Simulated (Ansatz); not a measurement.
**CdS: density, localisation and related maps**

```cif
data_structure
_symmetry_space_group_name_H-M 'P 1'
_symmetry_Int_Tables_number 1
_cell_length_a 5.4949
_cell_length_b 5.4949
_cell_length_c 5.4949
_cell_angle_alpha 90.000
_cell_angle_beta 89.999
_cell_angle_gamma 90.000
_cell_volume 165.91
loop_
_atom_site_label
_atom_site_type_symbol
_atom_site_fract_x
_atom_site_fract_y
_atom_site_fract_z
_atom_site_occupancy
Cd1 Cd 0.50004 0.50000 0.99996 1
Cd2 Cd 0.00004 0.50000 0.49996 1
Cd3 Cd 0.99996 0.00000 0.00004 1
Cd4 Cd 0.49996 0.00000 0.50004 1
S1 S 0.49999 0.00000 0.00001 1
S2 S 0.99999 0.00000 0.50001 1
S3 S 0.00001 0.50000 0.99999 1
S4 S 0.50001 0.50000 0.49999 1
```

Space group Fm-3m; a structure generated by program, which may or may not match a known phase.

These are results of DFT PBE, scalar-relativistic, plane waves, PAW in Ansatz 0.2.0, not measurements.

In a PAW calculation such maps are meaningful between the atoms, not at the nuclei.

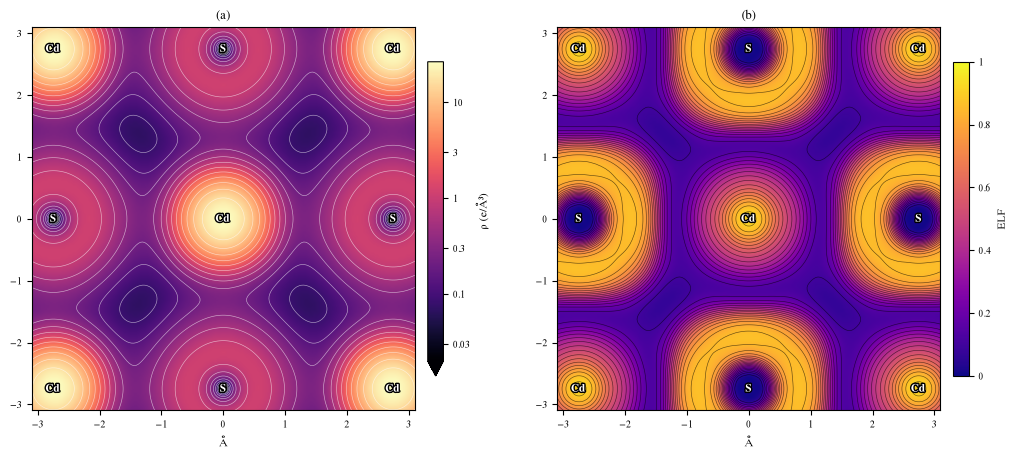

Figure 1. (a) valence charge density (pseudo); (b) ELF on the (010) plane of the conventional cell.

### Read the bonding off the picture.

- The plane passes through Cd and S nuclei.
- Cd–S (2.75 Å): ρ is about 0.27 e/Å³ halfway; the ELF peaks at about 0.85 in the valence shell of S, 0.8 Å from its nucleus, and drops to about 0.15 between the two atoms.
- Between the atoms the lowest density in this plane is 0.07 e/Å³.
- The features right at Cd lie inside the PAW spheres, where the map follows smoothed inner orbitals and isn't to be read closely.

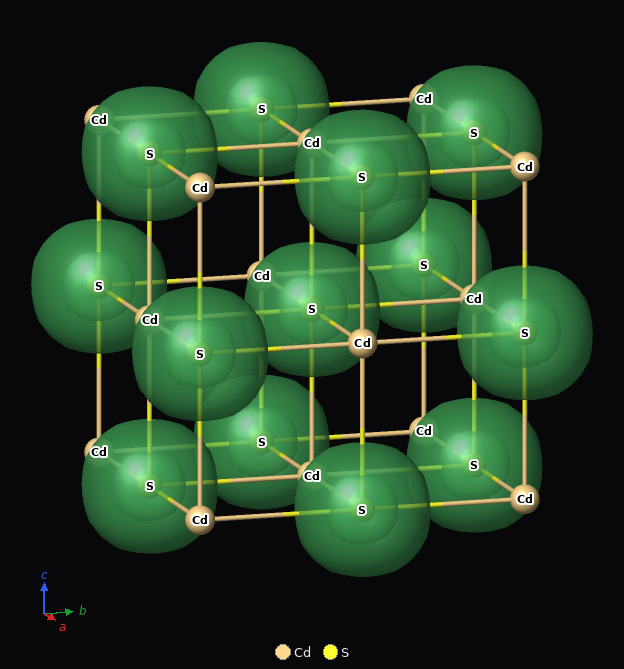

Figure 2. Isosurface of the ELF at 0.75 (green), seen slightly off an axis. Only the valence region is drawn (cores and ρ < 0.01 e/Å³ removed). Sticks mark near contacts.

### What do the ELF domains correspond to?

At this value the surface marks out four regions wrapped around S (the valence shell of each), counted in one cell of 8 atoms. Regions shared between cells count once.

### Does the calculation make it a metal, or give it a gap?

It is gapped, with a Kohn–Sham gap of 0.26 eV on the k-point mesh, an upper bound to the gap of this method.
